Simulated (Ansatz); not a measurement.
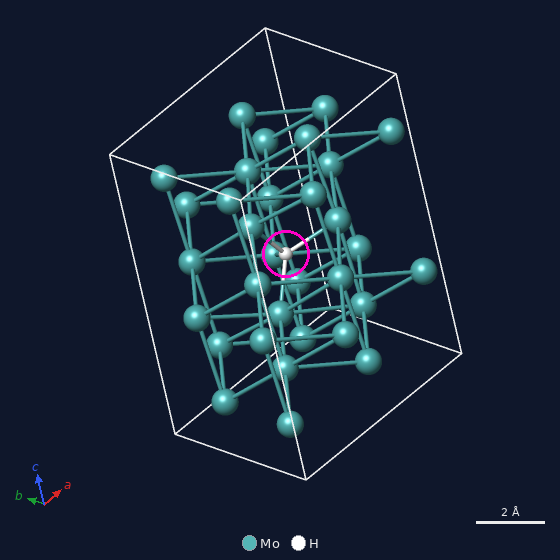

Shown here is a ball-and-stick view of the crystal, taken slightly off an axis. The lines enclose the supercell; boundary atoms appear with their images. The host is Mo, in a cell of 32 sites, and the cell is neutral. A ring marks the defect's site.

Question: Where does the cell differ from the host, and how?

Answer: An interstitial hydrogen atom. It is bonded to four Mo in a distorted tetrahedral arrangement at about 1.8 Å. Not all metal-metal contacts are counted.

The atoms were relaxed in the host's cell with DFT PBE, scalar-relativistic, plane waves, PAW (Ansatz).
